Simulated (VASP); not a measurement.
**Geometry relaxation of BN (part 1 of 6)**

The run: geometry relaxation of BN (P6₃/mmc, 4 atoms in the cell). Method and program: Kohn-Sham DFT of a periodic cell, PBE with D3(BJ), VASP PAW PBE potentials, recommended, no spin polarisation (VASP 6.6.1).

The structure derives from an entry of the Crystallography Open Database. The run did not end well.

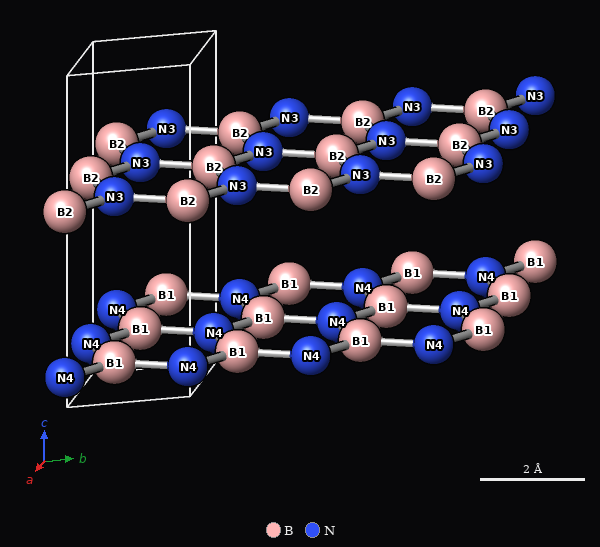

The input geometry (ball-and-stick view of the cell of the calculation, repeated 3 × 4 × 1, seen slightly off an axis; atoms are numbered from 1 in the order of the input).

### INCAR
```
  ALGO = Normal
  EDIFF = 0.05
  EDIFFG = -0.002
  ENCUT = 520
  GGA = PE
  IBRION = 2
  ISIF = 3
  ISMEAR = 0
  IVDW = 12
  LASPH = T
  LCHARG = F
  LREAL = F
  LWAVE = F
  NELM = 60
  NSW = 80
  PREC = Accurate
  SIGMA = 0.02
```

### KPOINTS
```
k-points
0
Gamma
  15 15 6
```

### POSCAR
```
BN
1.0
    2.4982400000      0.0000000000      0.0000000000
   -1.2491200000      2.1635393000      0.0000000000
    0.0000000000      0.0000000000      6.6357000000
B N
2 2
Direct
    0.3333333300      0.6666666700      0.2500000000
    0.6666666700      0.3333333300      0.7500000000
    0.3333333300      0.6666666700      0.7500000000
    0.6666666700      0.3333333300      0.2500000000
```

Launch command:
```bash
cat potpaw_PBE.64/B/POTCAR potpaw_PBE.64/N/POTCAR > POTCAR
mpirun -np 1 vasp_std > vasp.out
```

### OSZICAR
```
N       E                     dE             d eps       ncg     rms          rms(c)
DAV:   1     0.657973945616E+02    0.65797E+02   -0.84407E+03  2608   0.124E+03
DAV:   2    -0.343851873889E+02   -0.10018E+03   -0.91966E+02  3868   0.267E+02
DAV:   3    -0.387103947858E+02   -0.43252E+01   -0.42999E+01  3304   0.580E+01
DAV:   4    -0.387523568510E+02   -0.41962E-01   -0.41933E-01  3220   0.621E+00
DAV:   5    -0.387529746749E+02   -0.61782E-03   -0.61775E-03  3276   0.754E-01    0.113E+01
DAV:   6    -0.355207580652E+02    0.32322E+01   -0.80705E+00  2980   0.234E+01    0.512E+00
DAV:   7    -0.352268547297E+02    0.29390E+00   -0.50319E-01  3256   0.624E+00    0.315E+00
DAV:   8    -0.351486927743E+02    0.78162E-01   -0.28513E-01  3140   0.415E+00    0.390E-01
DAV:   9    -0.351458984491E+02    0.27943E-02   -0.11365E-02  3088   0.970E-01
   1 F= -.35713578E+02 E0= -.35713578E+02  d E =-.357136E+02
       N       E                     dE             d eps       ncg     rms          rms(c)
DAV:   1    -0.351615773126E+02   -0.12885E-01   -0.66685E-01  2968   0.840E+00    0.747E-01
DAV:   2    -0.351517446499E+02    0.98327E-02   -0.15852E-02  3292   0.125E+00
   2 F= -.35709347E+02 E0= -.35709347E+02  d E =0.423120E-02
       N       E                     dE             d eps       ncg     rms          rms(c)
DAV:   1    -0.351573863531E+02    0.41910E-02   -0.24974E-01  2780   0.500E+00    0.389E-01
DAV:   2    -0.351544304259E+02    0.29559E-02   -0.69505E-03  3224   0.838E-01
   3 F= -.35717519E+02 E0= -.35717519E+02  d E =-.394094E-02
       N       E                     dE             d eps       ncg     rms          rms(c)
DAV:   1    -0.351531993193E+02    0.41870E-02   -0.14700E-02  3060   0.130E+00    0.153E-01
DAV:   2    -0.351528041088E+02    0.39521E-03   -0.35208E-04  2632   0.170E-01
   4 F= -.35717588E+02 E0= -.35717588E+02  d E =-.401014E-02
       N       E                     dE             d eps       ncg     rms          rms(c)
DAV:   1    -0.351527232878E+02    0.47603E-03   -0.36829E-04  1928   0.172E-01    0.156E-02
DAV:   2    -0.351527194057E+02    0.38821E-05   -0.26271E-05  1452   0.593E-02
   5 F= -.35717445E+02 E0= -.35717445E+02  d E =-.386774E-02
       N       E                     dE             d eps       ncg     rms          rms(c)
DAV:   1    -0.351536528134E+02   -0.92953E-03   -0.45323E-03  2920   0.693E-01    0.593E-02
DAV:   2    -0.351535911588E+02    0.61655E-04   -0.92336E-05  1456   0.972E-02
   6 F= -.35717497E+02 E0= -.35717497E+02  d E =-.391976E-02
       N       E                     dE             d eps       ncg     rms          rms(c)
DAV:   1    -0.351534405264E+02    0.21229E-03   -0.30373E-04  1356   0.174E-01    0.101E-02
DAV:   2    -0.351534395150E+02    0.10114E-05   -0.20479E-05  1356   0.554E-02
   7 F= -.35717500E+02 E0= -.35717500E+02  d E =-.392194E-02
       N       E                     dE             d eps       ncg     rms          rms(c)
DAV:   1    -0.351531181049E+02    0.32242E-03   -0.73358E-04  2692   0.282E-01    0.250E-02
DAV:   2    -0.351531081040E+02    0.10001E-04   -0.15627E-05  1344   0.395E-02
   8 F= -.35717501E+02 E0= -.35717501E+02  d E =-.392335E-02
       N       E                     dE             d eps       ncg     rms          rms(c)
DAV:   1    -0.351532308294E+02   -0.11272E-03   -0.12800E-04  1344   0.116E-01    0.698E-03
DAV:   2    -0.351532301244E+02    0.70498E-06   -0.81396E-06  1332   0.352E-02
   9 F= -.35717505E+02 E0= -.35717505E+02  d E =-.392766E-02
       N       E                     dE             d eps       ncg     rms          rms(c)
DAV:   1    -0.351533385505E+02   -0.10772E-03   -0.70606E-05  1332   0.919E-02    0.715E-03
DAV:   2    -0.351533377045E+02    0.84599E-06   -0.42619E-06  1332   0.247E-02
  10 F= -.35717505E+02 E0= -.35717505E+02  d E =-.392766E-02
       N       E                     dE             d eps       ncg     rms          rms(c)
DAV:   1    -0.351529859099E+02    0.35264E-03   -0.17685E-03  2624   0.375E-01    0.383E-02
DAV:   2    -0.351529368923E+02    0.49018E-04   -0.73579E-05  1340   0.819E-02
  11 F= -.35717542E+02 E0= -.35717542E+02  d E =-.371207E-04
       N       E                     dE             d eps       ncg     rms          rms(c)
DAV:   1    -0.351522000041E+02    0.78591E-03   -0.14876E-02  2636   0.109E+00    0.112E-01
DAV:   2    -0.351517794395E+02    0.42056E-03   -0.63100E-04  2656   0.230E-01
  12 F= -.35717702E+02 E0= -.35717702E+02  d E =-.196316E-03
       N       E                     dE             d eps       ncg     rms          rms(c)
DAV:   1    -0.351512858883E+02    0.91412E-03   -0.58346E-02  2600   0.218E+00    0.228E-01
DAV:   2    -0.351495278961E+02    0.17580E-02   -0.26222E-03  2952   0.464E-01
  13 F= -.35718097E+02 E0= -.35718097E+02  d E =-.591641E-03
       N       E                     dE             d eps       ncg     rms          rms(c)
DAV:   1    -0.351524509417E+02   -0.11651E-02   -0.23572E-01  2620   0.438E+00    0.460E-01
DAV:   2    -0.351453223008E+02    0.71286E-02   -0.10663E-02  2948   0.937E-01
  14 F= -.35719239E+02 E0= -.35719239E+02  d E =-.173389E-02
       N       E                     dE             d eps       ncg     rms          rms(c)
DAV:   1    -0.351668681156E+02   -0.14417E-01   -0.96172E-01  2592   0.889E+00    0.930E-01
DAV:   2    -0.351380876255E+02    0.28780E-01   -0.43352E-02  2960   0.189E+00
  15 F= -.35722915E+02 E0= -.35722915E+02  d E =-.540973E-02
       N       E                     dE             d eps       ncg     rms          rms(c)
DAV:   1    -0.352447598266E+02   -0.77892E-01   -0.40052E+00  2624   0.183E+01    0.190E+00
DAV:   2    -0.351278770442E+02    0.11688E+00   -0.17842E-01  3012   0.387E+00    0.800E-01
DAV:   3    -0.351012334997E+02    0.26644E-01   -0.52805E-02  3120   0.184E+00
  16 F= -.35708739E+02 E0= -.35708739E+02  d E =0.876646E-02
       N       E                     dE             d eps       ncg     rms          rms(c)
DAV:   1    -0.350968845646E+02    0.30992E-01   -0.39491E-02  2876   0.178E+00    0.256E-01
DAV:   2    -0.350947429525E+02    0.21416E-02   -0.37261E-03  3232   0.545E-01
  17 F= -.35704527E+02 E0= -.35704527E+02  d E =0.129781E-01
       N       E                     dE             d eps       ncg     rms          rms(c)
DAV:   1    -0.350931240639E+02    0.37605E-02   -0.43976E-03  2720   0.636E-01    0.962E-02
DAV:   2    -0.350927874616E+02    0.33660E-03   -0.29533E-04  2192   0.152E-01
  18 F= -.35703533E+02 E0= -.35703533E+02  d E =0.139721E-01
       N       E                     dE             d eps       ncg     rms          rms(c)
DAV:   1    -0.350938690855E+02   -0.74502E-03   -0.12143E-03  2956   0.353E-01    0.514E-02
DAV:   2    -0.350938256908E+02    0.43395E-04   -0.88266E-05  1372   0.951E-02
  19 F= -.35704065E+02 E0= -.35704065E+02  d E =-.531761E-03
       N       E                     dE             d eps       ncg     rms          rms(c)
DAV:   1    -0.350970324881E+02   -0.31634E-02   -0.62837E-03  2952   0.859E-01    0.987E-02
DAV:   2    -0.350968687657E+02    0.16372E-03   -0.28323E-04  1936   0.173E-01
  20 F= -.35705591E+02 E0= -.35705591E+02  d E =-.205783E-02
       N       E                     dE             d eps       ncg     rms          rms(c)
DAV:   1    -0.351017604378E+02   -0.47279E-02   -0.24836E-02  2924   0.171E+00    0.196E-01
DAV:   2    -0.351011272438E+02    0.63319E-03   -0.12350E-03  3232   0.344E-01
  21 F= -.35706829E+02 E0= -.35706829E+02  d E =-.329616E-02
       N       E                     dE             d eps       ncg     rms          rms(c)
DAV:   1    -0.351015860430E+02    0.17439E-03   -0.48761E-04  2608   0.263E-01    0.501E-02
DAV:   2    -0.351015517082E+02    0.34335E-04   -0.22920E-05  1380   0.504E-02
  22 F= -.35706708E+02 E0= -.35706708E+02  d E =-.317518E-02
       N       E                     dE             d eps       ncg     rms          rms(c)
DAV:   1    -0.351013238447E+02    0.26220E-03   -0.28746E-04  1348   0.181E-01    0.157E-02
DAV:   2    -0.351013199163E+02    0.39283E-05   -0.20551E-05  1324   0.625E-02
  23 F= -.35706726E+02 E0= -.35706726E+02  d E =-.319232E-02
       N       E                     dE             d eps       ncg     rms          rms(c)
DAV:   1    -0.351011827787E+02    0.14107E-03   -0.51595E-05  1312   0.863E-02    0.820E-03
DAV:   2    -0.351011823707E+02    0.40799E-06   -0.33466E-06  1308   0.234E-02
  24 F= -.35706736E+02 E0= -.35706736E+02  d E =-.320301E-02
       N       E                     dE             d eps       ncg     rms          rms(c)
DAV:   1    -0.351020245665E+02   -0.84179E-03   -0.17741E-03  2640   0.381E-01    0.413E-02
DAV:   2    -0.351019715395E+02    0.53027E-04   -0.87725E-05  1336   0.913E-02
  25 F= -.35706987E+02 E0= -.35706987E+02  d E =-.251112E-03
       N       E                     dE             d eps       ncg     rms          rms(c)
DAV:   1    -0.351047952654E+02   -0.27707E-02   -0.14608E-02  2648   0.110E+00    0.120E-01
DAV:   2    -0.351043467899E+02    0.44848E-03   -0.75695E-04  2740   0.255E-01
  26 F= -.35707752E+02 E0= -.35707752E+02  d E =-.101538E-02
       N       E                     dE             d eps       ncg     rms          rms(c)
DAV:   1    -0.351108799889E+02   -0.60847E-02   -0.57073E-02  2632   0.218E+00    0.245E-01
DAV:   2    -0.351090000319E+02    0.18800E-02   -0.31191E-03  2932   0.514E-01
  27 F= -.35709199E+02 E0= -.35709199E+02  d E =-.246228E-02
       N       E                     dE             d eps       ncg     rms          rms(c)
DAV:   1    -0.351254801566E+02   -0.14600E-01   -0.22537E-01  2628   0.433E+00    0.489E-01
DAV:   2    -0.351179794639E+02    0.75007E-02   -0.12409E-02  2884   0.102E+00
  28 F= -.35711828E+02 E0= -.35711828E+02  d E =-.509189E-02
       N       E                     dE             d eps       ncg     rms          rms(c)
DAV:   1    -0.351644677597E+02   -0.38988E-01   -0.88336E-01  2636   0.854E+00    0.970E-01
DAV:   2    -0.351347271937E+02    0.29741E-01   -0.49131E-02  2912   0.203E+00
  29 F= -.35716126E+02 E0= -.35716126E+02  d E =-.938939E-02
       N       E                     dE             d eps       ncg     rms          rms(c)
DAV:   1    -0.352808868403E+02   -0.11642E+00   -0.33959E+00  2640   0.166E+01    0.191E+00
DAV:   2    -0.351641285159E+02    0.11676E+00   -0.19199E-01  2896   0.397E+00    0.726E-01
DAV:   3    -0.351424177592E+02    0.21711E-01   -0.43251E-02  3076   0.165E+00
  30 F= -.35699905E+02 E0= -.35699905E+02  d E =0.683166E-02
       N       E                     dE             d eps       ncg     rms          rms(c)
DAV:   1    -0.351393710038E+02    0.24758E-01   -0.57159E-03  3308   0.669E-01    0.102E-01
DAV:   2    -0.351391478043E+02    0.22320E-03   -0.48689E-04  2304   0.209E-01
  31 F= -.35696495E+02 E0= -.35696495E+02  d E =0.340989E-02
       N       E                     dE             d eps       ncg     rms          rms(c)
DAV:   1    -0.351391050076E+02    0.26600E-03   -0.21207E-04  1492   0.126E-01    0.262E-02
DAV:   2    -0.351391072691E+02   -0.22615E-05   -0.12031E-05  1396   0.434E-02
  32 F= -.35696486E+02 E0= -.35696486E+02  d E =0.341819E-02
       N       E                     dE             d eps       ncg     rms          rms(c)
DAV:   1    -0.351390866792E+02    0.18328E-04   -0.47308E-05  1324   0.616E-02    0.400E-03
DAV:   2    -0.351390867511E+02   -0.71960E-07   -0.22846E-06  1320   0.162E-02
  33 F= -.35696511E+02 E0= -.35696511E+02  d E =0.339396E-02
       N       E                     dE             d eps       ncg     rms          rms(c)
DAV:   1    -0.351390701816E+02    0.16498E-04   -0.85179E-06  1320   0.273E-02    0.295E-03
DAV:   2    -0.351390699537E+02    0.22796E-06   -0.67304E-07  1308   0.964E-03
  34 F= -.35696525E+02 E0= -.35696525E+02  d E =0.337928E-02
       N       E                     dE             d eps       ncg     rms          rms(c)
DAV:   1    -0.351390615134E+02    0.86682E-05   -0.12802E-06  1308   0.117E-02    0.116E-03
DAV:   2    -0.351390614743E+02    0.39191E-07   -0.91562E-08  1308   0.327E-03
  35 F= -.35696533E+02 E0= -.35696533E+02  d E =0.337202E-02
       N       E                     dE             d eps       ncg     rms          rms(c)
DAV:   1    -0.351390572512E+02    0.42622E-05   -0.30734E-07  1308   0.564E-03    0.546E-04
DAV:   2    -0.351390572439E+02    0.73642E-08   -0.23342E-08  1308   0.171E-03
  36 F= -.35696536E+02 E0= -.35696536E+02  d E =0.336838E-02
       N       E                     dE             d eps       ncg     rms          rms(c)
DAV:   1    -0.351390551349E+02    0.21164E-05   -0.79542E-08  1308   0.287E-03    0.273E-04
DAV:   2    -0.351390551335E+02    0.13151E-08   -0.58918E-09  1308   0.847E-04
  37 F= -.35696538E+02 E0= -.35696538E+02  d E =0.336656E-02
       N       E                     dE             d eps       ncg     rms          rms(c)
DAV:   1    -0.351390540786E+02    0.10562E-05   -0.19596E-08  1308   0.143E-03    0.136E-04
DAV:   2    -0.351390540786E+02    0.17735E-10   -0.14815E-09  1308   0.424E-04
  38 F= -.35696539E+02 E0= -.35696539E+02  d E =0.336565E-02
       N       E                     dE             d eps       ncg     rms          rms(c)
DAV:   1    -0.351390535512E+02    0.52746E-06   -0.49146E-09  1308   0.715E-04    0.677E-05
DAV:   2    -0.351390535513E+02   -0.14938E-09   -0.37217E-10  1308   0.212E-04
  39 F= -.35696539E+02 E0= -.35696539E+02  d E =0.336519E-02
       N       E                     dE             d eps       ncg     rms          rms(c)
DAV:   1    -0.351390532876E+02    0.26361E-06   -0.12286E-09  1308   0.357E-04    0.338E-05
DAV:   2    -0.351390532877E+02   -0.12778E-09   -0.94098E-11  1308   0.106E-04
  40 F= -.35696540E+02 E0= -.35696540E+02  d E =0.336496E-02
       N       E                     dE             d eps       ncg     rms          rms(c)
DAV:   1    -0.351390531558E+02    0.13175E-06   -0.30764E-10  1308   0.179E-04    0.169E-05
DAV:   2    -0.351390531559E+02   -0.57753E-10   -0.23229E-11  1308   0.531E-05
  41 F= -.35696540E+02 E0= -.35696540E+02  d E =0.336485E-02
       N       E                     dE             d eps       ncg     rms          rms(c)
DAV:   1    -0.351390530900E+02    0.65868E-07   -0.77273E-11  1308   0.893E-05    0.845E-06
DAV:   2    -0.351390530900E+02   -0.37744E-10   -0.68943E-12  1308   0.265E-05
  42 F= -.35696540E+02 E0= -.35696540E+02  d E =0.336479E-02
       N       E                     dE             d eps       ncg     rms          rms(c)
DAV:   1    -0.351390530570E+02    0.32939E-07   -0.20095E-11  1308   0.447E-05    0.423E-06
DAV:   2    -0.351390530570E+02   -0.90949E-12   -0.17951E-12  1308   0.133E-05
  43 F= -.35696540E+02 E0= -.35696540E+02  d E =0.336476E-02
       N       E                     dE             d eps       ncg     rms          rms(c)
DAV:   1    -0.351390530406E+02    0.16465E-07   -0.60842E-12  1308   0.223E-05    0.212E-06
DAV:   2    -0.351390530406E+02    0.11369E-11   -0.17151E-12  1308   0.664E-06
  44 F= -.35696540E+02 E0= -.35696540E+02  d E =0.336475E-02
       N       E                     dE             d eps       ncg     rms          rms(c)
DAV:   1    -0.351390530323E+02    0.82387E-08   -0.73397E-13  1308   0.112E-05    0.107E-06
DAV:   2    -0.351390530323E+02   -0.10459E-10   -0.14357E-13  1308   0.332E-06
  45 F= -.35696540E+02 E0= -.35696540E+02  d E =0.336474E-02
       N       E                     dE             d eps       ncg     rms          rms(c)
DAV:   1    -0.351390530282E+02    0.41150E-08    0.10439E-13  1308   0.560E-06    0.546E-07
DAV:   2    -0.351390530282E+02   -0.19554E-10   -0.23679E-14  1308   0.167E-06
  46 F= -.35696540E+02 E0= -.35696540E+02  d E =0.336474E-02
       N       E                     dE             d eps       ncg     rms          rms(c)
DAV:   1    -0.351390530261E+02    0.20709E-08   -0.12728E-12  1308   0.281E-06    0.298E-07
DAV:   2    -0.351390530261E+02   -0.17280E-10    0.65444E-13  1308   0.846E-07
  47 F= -.35696540E+02 E0= -.35696540E+02  d E =0.336474E-02
       N       E                     dE             d eps       ncg     rms          rms(c)
DAV:   1    -0.351390530251E+02    0.10104E-08   -0.85420E-13  1308   0.142E-06    0.186E-07
DAV:   2    -0.351390530251E+02    0.65938E-11    0.72397E-14  1308   0.437E-07
  48 F= -.35696540E+02 E0= -.35696540E+02  d E =0.336474E-02
       N       E                     dE             d eps       ncg     rms          rms(c)
DAV:   1    -0.351390807015E+02   -0.27676E-04   -0.17054E-06  1308   0.136E-02    0.157E-03
DAV:   2    -0.351390806719E+02    0.29543E-07   -0.15762E-07  1308   0.520E-03
  49 F= -.35696592E+02 E0= -.35696592E+02  d E =-.525368E-04
       N       E                     dE             d eps       ncg     rms          rms(c)
DAV:   1    -0.351391636617E+02   -0.82960E-04   -0.13900E-05  1308   0.396E-02    0.458E-03
DAV:   2    -0.351391632629E+02    0.39876E-06   -0.12900E-06  1308   0.148E-02
  50 F= -.35696750E+02 E0= -.35696750E+02  d E =-.209806E-03
       N       E                     dE             d eps       ncg     rms          rms(c)
DAV:   1    -0.351393284549E+02   -0.16479E-03   -0.53014E-05  1308   0.780E-02    0.906E-03
DAV:   2    -0.351393267442E+02    0.17107E-05   -0.49461E-06  1308   0.289E-02
  51 F= -.35697063E+02 E0= -.35697063E+02  d E =-.522681E-03
       N       E                     dE             d eps       ncg     rms          rms(c)
```
